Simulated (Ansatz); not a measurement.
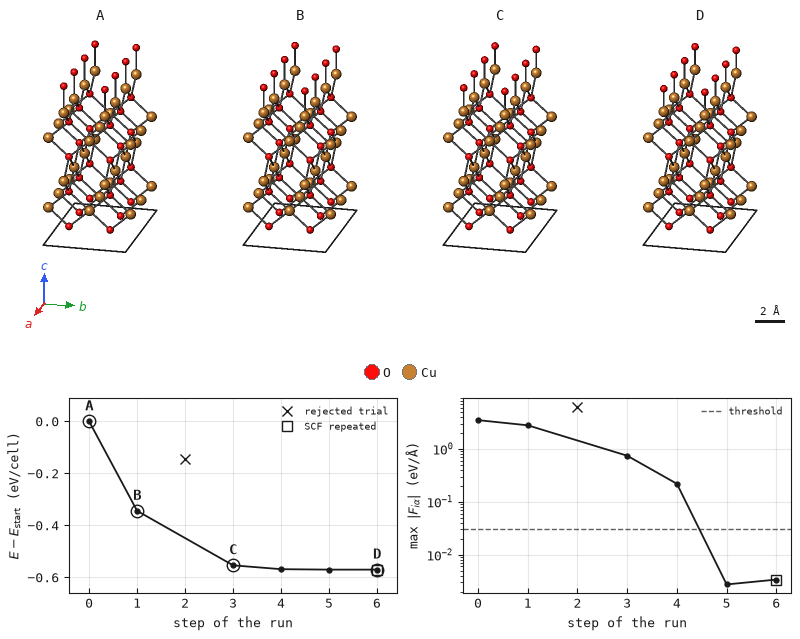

Frames of a constrained relaxation of a slab of composition Cu₄O₅ (cut from the Cccm phase), marked on the history of the run. Style: ball-and-stick. Shown: the 3 × 2 repeat of the cell, outlined in the plane, without the vacuum, from a free direction.

Case: O put at a top Cu site. The slab is the (0 0 1) face of CuO with O on it. 4 atoms are held fixed.

All numbers below come from DFT PBE, scalar-relativistic, plane waves, PAW (Ansatz). (plane-wave cutoff 420 eV; k-point mesh 10 × 10 × 1; occupations gaussian; smearing width 0.1 eV; no spin polarisation; dipole correction; atoms relaxed in a fixed cell; force threshold 0.03 eV/Å; at most 70 steps)

Describe the path.

The energy falls by 0.570 eV per cell of the calculation in 4 accepted moves (6 points after the start). The largest force component goes from 3.5 to 0.0034 eV/Å. The line search rejected the trial step at point 2 of the run. 1 step only repeated the SCF at the same geometry. The atom that moves furthest is an O atom (0.19 Å along the normal (−c)). By element the largest moves are O 0.19 Å, Cu 0.09 Å. The lattice vectors keep their values. Some distances before and after: Cu–O 1.980 → 1.698 Å, Cu–O 1.886 → 1.953 Å, Cu–O 1.958 → 1.953 Å. Among the angles between lasting bonds that change: Cu–O–Cu 102.9° → 98.1°, O–Cu–O 102.9° → 98.1°, O–Cu–O 128.6° → 131.0°. From step 0 to 1: an O atom moves most (0.11 Å), energy −0.344 eV per cell of the calculation. From step 1 to 3: a Cu atom moves most (0.09 Å), energy −0.209 eV per cell of the calculation. From step 3 to 6: an O atom moves most (0.06 Å), energy −16.6 meV per cell of the calculation.

Limits of the set-up: the periodic images lie only 2.9 Å apart, so the values are limited by the cell's size.
